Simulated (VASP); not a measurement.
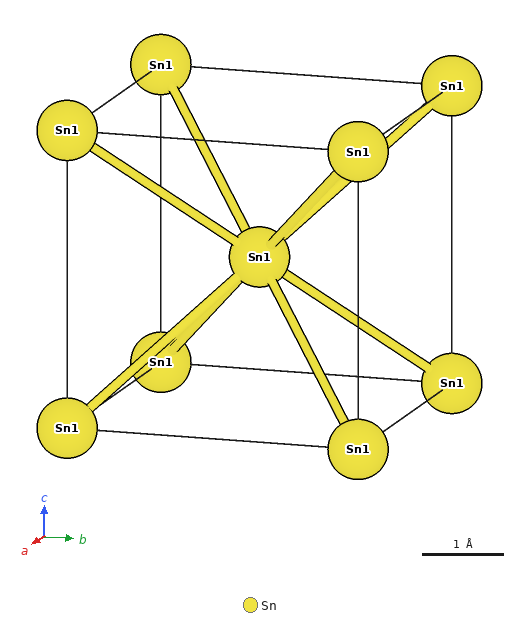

Fig. 1: The starting structure (ball-and-stick view of the cell 2 times as large as that of the calculation, set on its symmetry axes, seen slightly off an axis; atoms are numbered from 1 in the order of the input). Near neighbours in the crystal (not all of them lie inside the picture): Sn has 8 Sn at 3.28 Å.

**Run report: Sn, geometry relaxation**

The run: geometry relaxation of Sn (Im-3m, 1 atom in the cell). Method and program: Kohn-Sham DFT of a periodic cell, PBE with rVV10, VASP PAW PBE potentials, recommended, no spin polarisation (VASP 6.6.1).

The structure derives from a Materials Project entry. It belongs to a series of runs on one base structure; here: dispersion = rVV10.

INCAR:
```
SYSTEM = Sn
PREC = Accurate ; ENCUT = 600
EDIFF = 1E-6 ; ISMEAR = -1
SIGMA = 0.05 ; LREAL = .False.
LASPH = .True. ; NELM = 80
ALGO = Normal ; ISIF = 3
LWAVE = .False. ; LCHARG = .False.
GGA = PE ; LUSE_VDW = .True.
IVDW_NL = 2 ; BPARAM = 10.0
CPARAM = 0.0093 ; IBRION = 2
NSW = 60 ; EDIFFG = -0.01
```

KPOINTS:
```
regular mesh
0
Gamma
  10 10 10
  0 0 0
```

POSCAR:
```
Sn
1.0
   -1.8946518192      1.8946518192      1.8946518192
    1.8946518192     -1.8946518192      1.8946518192
    1.8946518192      1.8946518192     -1.8946518192
Sn
1
Direct
    0.0000000000      0.0000000000      0.0000000000
```

Machine: 1 thread of Intel Xeon @ 2.50GHz (Skylake/Cascade Lake), 128 GiB of memory available, shared host.

Command:
```bash
cat potpaw_PBE.64/Sn_d/POTCAR > POTCAR
mpirun -np 1 vasp_std > vasp.out
```

OSZICAR:
```
N       E                     dE             d eps       ncg     rms          rms(c)
DAV:   1     0.772743293655E+02    0.77274E+02   -0.80382E+03  1050   0.211E+03
DAV:   2     0.137728972292E+01   -0.75897E+02   -0.74197E+02  1052   0.356E+02
DAV:   3    -0.322214305589E+01   -0.45994E+01   -0.45576E+01  1196   0.784E+01
DAV:   4    -0.332307285290E+01   -0.10093E+00   -0.10087E+00  1167   0.124E+01
DAV:   5    -0.332676453807E+01   -0.36917E-02   -0.36916E-02  1230   0.233E+00    0.136E+00
DAV:   6    -0.331491492260E+01    0.11850E-01   -0.14786E-02  1208   0.231E+00    0.745E-01
DAV:   7    -0.331121653730E+01    0.36984E-02   -0.93404E-03  1210   0.174E+00    0.106E-01
DAV:   8    -0.331104536858E+01    0.17117E-03   -0.70769E-04  1181   0.517E-01    0.215E-02
DAV:   9    -0.331104518613E+01    0.18245E-06   -0.12999E-05  1343   0.499E-02    0.152E-02
DAV:  10    -0.331104594917E+01   -0.76304E-06   -0.24644E-06  1142   0.229E-02
   1 F= -.33110459E+01 E0= -.33074073E+01  d E =-.331105E+01
       N       E                     dE             d eps       ncg     rms          rms(c)
DAV:   1    -0.332698032311E+01   -0.15935E-01   -0.30718E-01  1190   0.116E+01    0.676E-01
DAV:   2    -0.331427287964E+01    0.12707E-01   -0.18891E-02  1166   0.304E+00    0.295E-01
DAV:   3    -0.331151285672E+01    0.27600E-02   -0.75539E-03  1472   0.178E+00    0.369E-02
DAV:   4    -0.331139807673E+01    0.11478E-03   -0.18514E-04  1139   0.202E-01    0.967E-03
DAV:   5    -0.331139217371E+01    0.59030E-05   -0.87765E-06  1502   0.277E-02    0.504E-03
DAV:   6    -0.331139311411E+01   -0.94040E-06   -0.14777E-06   936   0.212E-02
   2 F= -.33113931E+01 E0= -.33078296E+01  d E =-.347165E-03
```

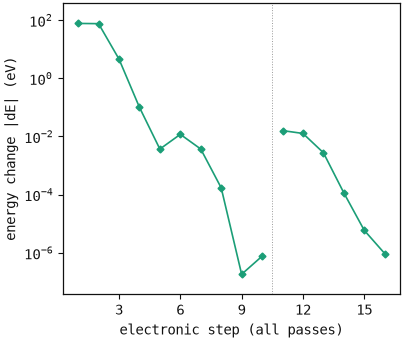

Fig. 2: Convergence of the self-consistent field: energy change |dE| against the electronic step. Each stretch between dotted lines is the SCF of one geometry step of a relaxation. The 2 ionic steps take 6 to 10 electronic steps each. The density is held fixed in the first few steps, and dE rises again when its update begins.

Parts of OUTCAR:
```
SYSTEM = Sn
   PREC = Accurate
   ENCUT = 600
   EDIFF = 1E-6
   ISMEAR = -1
   LREAL = .False.
   LASPH = .True.
   NELM = 80
   ISIF = 3
   GGA = PE
   IVDW_NL = 2
   BPARAM = 10.0
   IBRION = 2
   NSW = 60
   EDIFFG = -0.01

 ion  position               nearest neighbor table
   1  0.000  0.000  0.000-

  LATTYP: Found a body centered cubic cell.
 ALAT       =     3.7893036384

  Lattice vectors:

 A1 = (  -1.8946518192,   1.8946518192,   1.8946518192)
 A2 = (   1.8946518192,  -1.8946518192,   1.8946518192)
 A3 = (   1.8946518192,   1.8946518192,  -1.8946518192)

Analysis of symmetry for initial positions (statically):
=====================================================================
 Subroutine PRICEL returns:
 Original cell was already a primitive cell.

 Routine SETGRP: Setting up the symmetry group for a
 body centered cubic supercell.

 Subroutine GETGRP returns: Found 48 space group operations
 (whereof 48 operations were pure point group operations)
 out of a pool of 48 trial point group operations.

The static configuration has the point symmetry O_h .

Analysis of symmetry for dynamics (positions and initial velocities):
=====================================================================
 Subroutine PRICEL returns:
 Original cell was already a primitive cell.

 Routine SETGRP: Setting up the symmetry group for a
 body centered cubic supercell.

 Subroutine GETGRP returns: Found 48 space group operations
 (whereof 48 operations were pure point group operations)
 out of a pool of 48 trial point group operations.

The dynamic configuration has the point symmetry O_h .

 Subroutine INISYM returns: Found 48 space group operations
 (whereof 48 operations are pure point group operations),
 and found     1 'primitive' translations

----------------------------------------------------------------------------------------

                                     Primitive cell

  volume of cell :      27.2050

  direct lattice vectors                    reciprocal lattice vectors
    -1.894651819  1.894651819  1.894651819     0.000000000  0.263900731  0.263900731
     1.894651819 -1.894651819  1.894651819     0.263900731  0.000000000  0.263900731
     1.894651819  1.894651819 -1.894651819     0.263900731  0.263900731  0.000000000

  length of vectors
     3.281633214  3.281633214  3.281633214     0.373211993  0.373211993  0.373211993

  position of ions in fractional coordinates (direct lattice)
     0.000000000  0.000000000  0.000000000

  ion indices of the primitive-cell ions
   primitive index   ion index
                 1           1

----------------------------------------------------------------------------------------

 KPOINTS: regular mesh

Automatic generation of k-mesh.
 Grid dimensions read from file:
 generate k-points for:   10   10   10

 Generating k-lattice:

  Cartesian coordinates                     Fractional coordinates (reciprocal lattice)
     0.000000000  0.026390073  0.026390073     0.100000000  0.000000000  0.000000000
     0.026390073  0.000000000  0.026390073     0.000000000  0.100000000  0.000000000
     0.026390073  0.026390073  0.000000000     0.000000000  0.000000000  0.100000000

  Length of vectors
     0.037321199  0.037321199  0.037321199

  Shift w.r.t. Gamma in fractional coordinates (k-lattice)
     0.000000000  0.000000000  0.000000000

 Subroutine IBZKPT returns following result:
 ===========================================

 Found     47 irreducible k-points:

 Following reciprocal coordinates:
            Coordinates               Weight
  0.000000  0.000000  0.000000      1.000000
  0.100000  0.000000  0.000000     12.000000
  0.200000  0.000000  0.000000     12.000000
  0.300000  0.000000  0.000000     12.000000
  0.400000  0.000000  0.000000     12.000000
  0.500000  0.000000  0.000000      6.000000
  0.100000  0.100000  0.000000     24.000000
  0.200000  0.100000  0.000000     48.000000
  0.300000  0.100000  0.000000     48.000000
  0.400000  0.100000  0.000000     48.000000
  0.200000  0.200000  0.000000     24.000000
  0.300000  0.200000  0.000000     48.000000
  0.400000  0.200000 -0.000000     24.000000
  0.300000  0.300000  0.000000     24.000000
  0.100000  0.100000  0.100000      8.000000
  0.200000  0.100000  0.100000     24.000000
  0.300000  0.100000  0.100000     24.000000
  0.400000  0.100000  0.100000     12.000000
 -0.100000  0.100000  0.100000      6.000000
  0.200000  0.200000  0.100000     24.000000
  0.300000  0.200000  0.100000     48.000000
 -0.200000  0.200000  0.100000     24.000000
  0.300000  0.300000  0.100000      8.000000
 -0.300000  0.300000  0.100000     24.000000
 [... further k-points ...]
   k-points           NKPTS =     47   k-points in BZ     NKDIM =     47   number of bands    NBANDS=     11
   number of dos      NEDOS =    301   number of ions     NIONS =      1
   total plane-waves  NPLWV =  21952
   dimension x,y,z NGX =    28 NGY =   28 NGZ =   28
   dimension x,y,z NGXF=    56 NGYF=   56 NGZF=   56
   ions per type =               1
   NGX,Y,Z   is equivalent  to a cutoff of  14.18, 14.18, 14.18 a.u.
   NGXF,Y,Z  is equivalent  to a cutoff of  28.37, 28.37, 28.37 a.u.
 SYSTEM =  Sn
   PREC   = accura    normal or accurate (medium, high low for compatibility)
   ISTART =      0    job   : 0-new  1-cont  2-samecut
   ICHARG =      2    charge: 1-file 2-atom 10-const
   ISPIN  =      1    spin polarized calculation?
   LNONCOLLINEAR =      F non collinear calculations
   LSORBIT =      F    spin-orbit coupling
   LASPH  =      T    aspherical Exc in radial PAW
   ENCUT  =  600.0 eV  44.10 Ry    6.64 a.u.   6.55  6.55  6.55*2*pi/ulx,y,z
   NELM   =     80;   NELMIN=  2; NELMDL= -5     # of ELM steps
   EDIFF  = 0.1E-05   stopping-criterion for ELM
   LREAL  =      F    real-space projection
   EDIFFG = -.1E-01   stopping-criterion for IOM
   NSW    =     60    number of steps for IOM
   IBRION =      2    ionic relax: 0-MD 1-quasi-New 2-CG
   NFREE  =      1    steps in history (QN), initial steepest desc. (CG)
   ISIF   =      3    stress and relaxation
   ISYM   =      2    0-nonsym 1-usesym 2-fastsym
   POTIM  = 0.5000    time-step for ionic-motion
   TEBEG  =    0.0;   TEEND  =   0.0 temperature during run
   PSTRESS=    0.0 pullay stress
   NELECT =      14.0000    total number of electrons
   NUPDOWN=      -1.0000    fix difference up-down
   EMIN   =  10.00;   EMAX   =-10.00  energy-range for DOS
   EFERMI =   0.00;   METHOD = LEGACY
   ISMEAR =    -1;   SIGMA  =   0.05  broadening in eV -4-tet -1-fermi 0-gaus
   EFERMI_NEDOS =   21; number of points for ismear=-14 and -15
   IALGO  =     38    algorithm
   IMIX   =      4    mixing-type and parameters
     AMIX     =   0.40;   BMIX     =  1.00
     AMIX_MAG =   1.60;   BMIX_MAG =  1.00
  volume/ion in A,a.u.               =      27.20       183.59
  Fermi-wavevector in a.u.,A,eV,Ry     =   1.311902  2.479136 23.416813  1.721087
  Thomas-Fermi vector in A             =   2.442332
   LORBIT       =      0    0 simple, 1 ext, 2 COOP (PROOUT), +10 PAW based schemes
   GGA     = PE    functional components
   LHFCALC =     F    Hartree Fock is set to
   AEXX    =    0.0000 exact exchange contribution
   IVDW_NL    =     2    kernel type
   BPARAM     =10.0000
   IVDW    =     0    specifies the selected vdW correction
   LEPSILON=     F    determine dielectric tensor
   LRPA    =     F    only Hartree local field effects (RPA)
 conjugate gradient relaxation of ions
 non-spin polarized calculation
  energy-cutoff  :      600.00
  volume of cell :       27.20
 maximum number of plane-waves:       935
 NGX is ok and might be reduce to    28
   NGX = 13   NGY = 13   NGZ = 13

--------------------------------------- Ionic step        1  -------------------------------------------

 number of electron      13.9999996 magnetization

 Free energy of the ion-electron system (eV)
  ---------------------------------------------------
  ext. energy  EPLUGINS =         0.00000000
  ---------------------------------------------------
  free energy    TOTEN  =        -3.31104595 eV

  energy without entropy =       -3.30376873  energy(sigma->0) =       -3.30740734

------------------------ aborting loop because EDIFF is reached ----------------------------------------

  FORCE on cell =-STRESS in cart. coord.  units (eV):
  Direction    XX          YY          ZZ          XY          YZ          ZX
  --------------------------------------------------------------------------------------
  -------------------------------------------------------------------------------------
  Total       -0.0700704     -0.0700704     -0.0700704      0.0000000     -0.0000000      0.0000000
  in kB       -4.1266423     -4.1266423     -4.1266423      0.0000000     -0.0000000      0.0000000
  external PRESSURE =      -4.1266423 kB  Pullay stress =       0.0000000 kB

 VOLUME and BASIS-vectors are now :
 -----------------------------------------------------------------------------
  energy-cutoff  :      600.00
  volume of cell :       27.20
      direct lattice vectors                 reciprocal lattice vectors
    -1.894651819  1.894651819  1.894651819     0.000000000  0.263900731  0.263900731
     1.894651819 -1.894651819  1.894651819     0.263900731  0.000000000  0.263900731
     1.894651819  1.894651819 -1.894651819     0.263900731  0.263900731  0.000000000

 POSITION                                       TOTAL-FORCE (eV/Angst)
 -----------------------------------------------------------------------------------
      0.00000      0.00000      0.00000         0.000000     -0.000000     -0.000000
 -----------------------------------------------------------------------------------
    total drift:                               -0.000000     -0.000000     -0.000000

  FREE ENERGIE OF THE ION-ELECTRON SYSTEM (eV)
  ---------------------------------------------------
  free  energy   TOTEN  =        -3.3110459492 eV

  energy  without entropy=       -3.3037687317  energy(sigma->0) =       -3.30740734

--------------------------------------- Ionic step        2  -------------------------------------------

 number of electron      13.9999996 magnetization

 Free energy of the ion-electron system (eV)
  ---------------------------------------------------
  ext. energy  EPLUGINS =         0.00000000
  ---------------------------------------------------
  free energy    TOTEN  =        -3.31139311 eV

  energy without entropy =       -3.30426606  energy(sigma->0) =       -3.30782959

 E-fermi :   8.1468     XC(G=0): -10.4451     alpha+bet :-13.4208

 val. band max:        8.0827779475   @ k =   0.2000   0.2000   0.0000
 cond. band min:       8.1551683411   @ k =   0.2000   0.2000   0.2000
 fundamental gap:      0.0723903936
 Fermi energy:         8.1468051908

 k-point     1 :       0.0000    0.0000    0.0000
  band No.  band energies     occupation
      1     -13.3597      2.00000
      2     -13.3597      2.00000
      3     -13.3597      2.00000
      4     -13.2170      2.00000
      5     -13.2170      2.00000
      6      -2.9807      2.00000
      7      16.2382      0.00000
      8      16.2382      0.00000
      9      16.2382      0.00000
     10      20.2958      0.00000
     11      20.2958      0.00000

 k-point     2 :       0.1000    0.0000    0.0000
  band No.  band energies     occupation
      1     -13.3642      2.00000
      2     -13.3532      2.00000
      3     -13.3383      2.00000
      4     -13.2220      2.00000
      5     -13.2176      2.00000
      6      -2.7608      2.00000
      7      14.4788      0.00000
      8      15.4333      0.00000
      9      15.9407      0.00000
     10      18.7323      0.00000
     11      19.0663      0.00000

 k-point     3 :       0.2000    0.0000    0.0000
  band No.  band energies     occupation
      1     -13.3760      2.00000
      2     -13.3395      2.00000
      3     -13.2820      2.00000
      4     -13.2324      2.00000
      5     -13.2192      2.00000
      6      -2.0999      2.00000
      7      11.2991      0.00000
      8      14.0441      0.00000
      9      15.1895      0.00000
     10      17.5646      0.00000
     11      17.9108      0.00000

 k-point     4 :       0.3000    0.0000    0.0000
  band No.  band energies     occupation
      1     -13.3905      2.00000
      2     -13.3333      2.00000
      3     -13.2361      2.00000
      4     -13.2210      2.00000
      5     -13.2113      2.00000
      6      -1.0013      2.00000
      7       8.1607      0.86160
      8      12.8520      0.00000
      9      14.3925      0.00000
     10      16.7789      0.00000
     11      17.0926      0.00000

 k-point     5 :       0.4000    0.0000    0.0000
  band No.  band energies     occupation
      1     -13.4023      2.00000
      2     -13.3388      2.00000
      3     -13.2295      2.00000
      4     -13.2224      2.00000
      5     -13.1533      2.00000
      6       0.4913      2.00000
      7       5.3955      2.00000
      8      12.0807      0.00000
      9      13.8403      0.00000
     10      16.3237      0.00000
     11      16.6067      0.00000

 [... the levels of 18 k-points are left out ...]

 k-point    24 :      -0.3000    0.3000    0.1000
  band No.  band energies     occupation
      1     -13.3678      2.00000
      2     -13.3218      2.00000
      3     -13.2504      2.00000
      4     -13.2258      2.00000
      5     -13.2141      2.00000
      6      -0.7837      2.00000
      7       8.3433      0.03854
      8      12.0604      0.00000
      9      13.3719      0.00000
     10      17.2135      0.00000
     11      18.2179      0.00000

 [... further k-points ...]

------------------------ aborting loop because EDIFF is reached ----------------------------------------

  FORCE on cell =-STRESS in cart. coord.  units (eV):
  Direction    XX          YY          ZZ          XY          YZ          ZX
  --------------------------------------------------------------------------------------
  -------------------------------------------------------------------------------------
  Total        0.0030834      0.0030834      0.0030834     -0.0000000      0.0000000      0.0000000
  in kB        0.1834440      0.1834440      0.1834440     -0.0000000      0.0000000      0.0000000
  external PRESSURE =       0.1834440 kB  Pullay stress =       0.0000000 kB

 VOLUME and BASIS-vectors are now :
 -----------------------------------------------------------------------------
  energy-cutoff  :      600.00
  volume of cell :       26.93
      direct lattice vectors                 reciprocal lattice vectors
    -1.888247174  1.888247174  1.888247174     0.000000000  0.264795842  0.264795842
     1.888247174 -1.888247174  1.888247174     0.264795842  0.000000000  0.264795842
     1.888247174  1.888247174 -1.888247174     0.264795842  0.264795842  0.000000000

 POSITION                                       TOTAL-FORCE (eV/Angst)
 -----------------------------------------------------------------------------------
     -1.88825      1.88825      1.88825         0.000000      0.000000     -0.000000
 -----------------------------------------------------------------------------------
    total drift:                               -0.000000     -0.000000      0.000000

  FREE ENERGIE OF THE ION-ELECTRON SYSTEM (eV)
  ---------------------------------------------------
  free  energy   TOTEN  =        -3.3113931141 eV

  energy  without entropy=       -3.3042660581  energy(sigma->0) =       -3.30782959

 reached required accuracy - stopping structural energy minimisation
```

CONTCAR:
```
Sn
   1.00000000000000
    -1.8882471740713451    1.8882471740713451    1.8882471740713451
     1.8882471740713451   -1.8882471740713451    1.8882471740713451
     1.8882471740713451    1.8882471740713451   -1.8882471740713451
  Sn
     1
Direct
     1.0000000000000000    0.0000000000000000    0.0000000000000000

  0.00000000E+00  0.00000000E+00  0.00000000E+00
```

Trajectory as extended XYZ (Å, eV, eV/Å), 2 frames, from step=0 to step=1:
```
1
Lattice="-1.8947 1.8947 1.8947 1.8947 -1.8947 1.8947 1.8947 1.8947 -1.8947" Properties=species:S:1:pos:R:3:forces:R:3 step=0 energy=-3.31105
Sn    0.0000    0.0000    0.0000    0.0000   0.0000   0.0000
1
Lattice="-1.8882 1.8882 1.8882 1.8882 -1.8882 1.8882 1.8882 1.8882 -1.8882" Properties=species:S:1:pos:R:3:forces:R:3 step=1 energy=-3.31139
Sn   -1.8882    1.8882    1.8882    0.0000   0.0000   0.0000
```

Summary:

```csv
quantity,value
outcome,converged
space group (tolerance 0.01 Å),Im-3m (229)
electrons treated,14
free energy,−3.3114 eV
Fermi energy,8.147 eV
gap on the k-point mesh,none (metallic)
pressure,0.02 GPa
final volume,26.93 Å³
largest force (length of the vector) at the end,under 0.001 eV/Å
final cell,"a = 3.271 Å, b = 3.271 Å, c = 3.271 Å, α = 109.47°, β = 109.47°, γ = 109.47°"
wall time,84 s
peak memory,0.26 GiB
```
